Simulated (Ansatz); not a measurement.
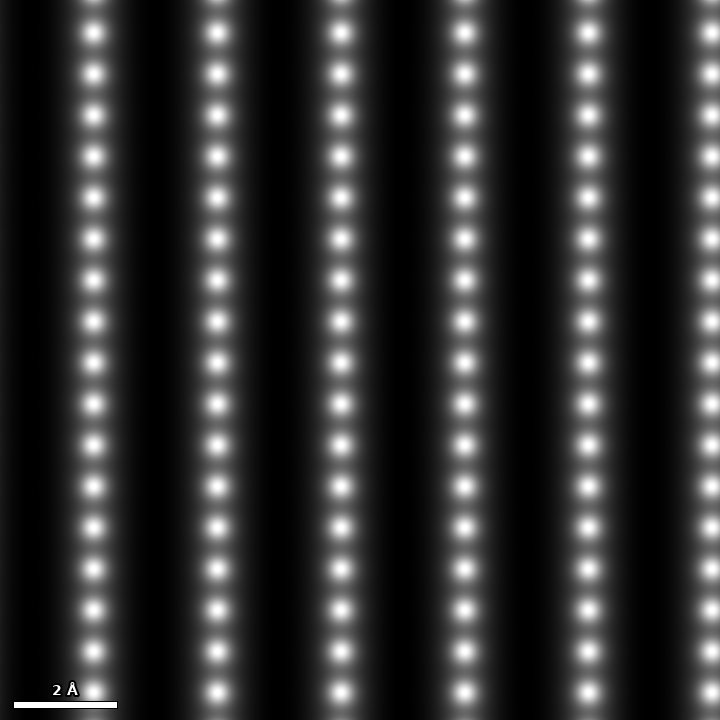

Projected-potential map of Ge. Computed as the sum of neutral-atom potentials (tabulated electron scattering factors, B = 0.3 Å²) projected along the beam and smoothed by 0.25 Å; brighter is more positive.

Give the net of the columns and its spacings.

The pattern repeats on a rectangular net of 0.8 × 2.4 Å.

What is the plane group of the image?

p2mm: mirror lines in two perpendicular directions, with twofold points where they cross.

How many columns does the smallest repeating cell hold, and how many levels of brightness?

1 column in the primitive cell of 1.9 Å², all of one brightness.

The crystal is Ge (Im-3m, No. 229) seen along [221]. Model: coordinates from a relaxation with DFT, revPBE, plane waves (420 eV) with PAW, scalar-relativistic (Ansatz); the starting structure was generated, so it need not be a known form of this composition.
